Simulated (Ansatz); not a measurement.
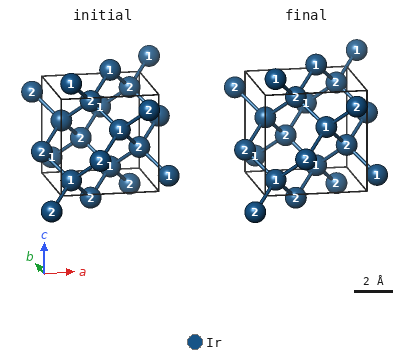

The structure of crystalline Ir (a generated structure, set up in Fd-3m) before (left) and after (right) a relaxation, at one scale.

A ball-and-stick model of the conventional cell (4 times the calculation's cell), seen slightly off an axis. Lengths and directions refer to the drawn axes.

Phase: diamond.

These are results of DFT, PBE, plane waves (420 eV) with PAW, scalar-relativistic in Ansatz 0.2.0, not measurements.

The input:
```yaml
crystal:
  lattice:
    - [0.0, 2.6731374252, 2.6731374252]
    - [2.6731374252, 0.0, 2.6731374252]
    - [2.6731374252, 2.6731374252, 0.0]
  atoms:
    - { symbol: Ir, position: [0.125, 0.125, 0.125] }
    - { symbol: Ir, position: [0.875, 0.875, 0.875] }
hamiltonian:
  xc: pbe
  pseudopotentials:
    kind: paw
    azcp:
      Ir: "pseudopotentials/Ir.paw.azcp"
basis:
  ecutwfc: 420
  fft_grid_basis: typed
kpoints:
  mp_grid: { grid: [10, 10, 10], shift: [0, 0, 0] }
magnetization:
  spin_polarized: false
scf:
  occupations: { method: fermi_dirac, width: 0.1 }
relax:
  max_steps: 60
  f_tol: 0.01
  cell: {}
```

Run as
```bash
ansatz run input.yaml --threads 1 --pin off --max-ram 3584MiB --backend cpu --events-out ev --progress --plain --runs-dir out
```

### Summarise the run.

After 3 accepted moves (4 points after the start) the energy has fallen by 0.425 eV per cell of the calculation. All forces vanish by symmetry, so only the cell relaxes. The pressure goes from 30.68 to 0.05 GPa. At 1 point the geometry stayed and the basis and grid were re-selected for the new cell (energy shift of 1.4 meV per cell of the calculation at most each time). The atoms keep their places relative to the cell (all moves are under 0.005 Å). Cell: a = b = c 5.346 → 5.570 Å (+4.2 %). Volume +13.1 %. Among the contacts that change: Ir1–Ir2 2.315 → 2.412 Å. The space group stays Fd-3m (No. 227).
